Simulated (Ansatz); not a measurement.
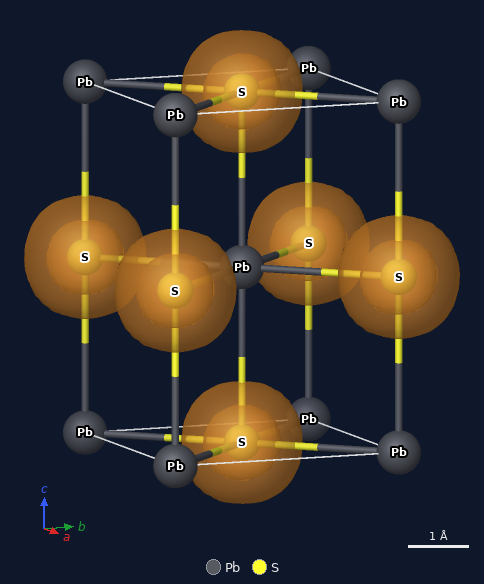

Figure 1: PbS. Isosurface of the electron localisation function at 0.8 (orange), seen slightly off an axis. Only the valence region is drawn (cores and ρ < 0.01 e/Å³ removed). Sticks mark near contacts.

Space group I4/mmm; changed on purpose from its base cell (strain -0.0400 x Voigt [1, 1, 0, 0, 0, 0], atoms carried along); computed pressure about 9 GPa in this cell.

Computed with Ansatz 0.2.0, DFT PBE, scalar-relativistic, plane waves, PAW.

Core electrons are frozen (PAW), and the valence fields are smoothed inside the atomic spheres.

The calculation's input:

```
crystal:
  lattice:
    - [0.0, 2.8464, 2.965]
    - [2.8464, 0.0, 2.965]
    - [2.8464, 2.8464, 0.0]
  atoms:
    - { symbol: Pb, position: [0.0, 0.0, 0.0] }
    - { symbol: S, position: [0.5, 0.5, 0.5] }
basis:
  ecutwfc: 420
kpoints:
  mp_grid: { grid: [10, 10, 10] }
hamiltonian:
  xc: pbe
scf:
  occupations: { method: gaussian, width: 0.03 }
output:
  forces: true
  stress: true
  eigenvalues: true
  write_density: true
  write_potential: true
  elf: true
  volumetric_format: npy
```

Launched as:

```sh
ansatz run input.yaml --threads 1 --pin off --max-ram 2560MiB --backend cpu --events-out ev --progress --plain --runs-dir out
```

Below, planes, directions and counts refer to the conventional cell (a = 4.03 Å, b = 4.03 Å, c = 5.93 Å, α = 90.00°, β = 90.00°, γ = 90.00°).

**Describe the localisation domains.**

The surface consists of two regions wrapped around S (the valence shell of each), counted in one cell of 4 atoms. Any copies at cell faces, edges or corners count once.

Values along the shortest contacts:
Pb–S (2.85 Å): the ELF peaks at about 0.85 in the valence shell of S, 0.8 Å from its nucleus, and drops to about 0.25 between the two atoms. Pb–S (2.96 Å): the ELF peaks at about 0.85 in the valence shell of S, 0.8 Å from its nucleus, and drops to about 0.20 between the two atoms.
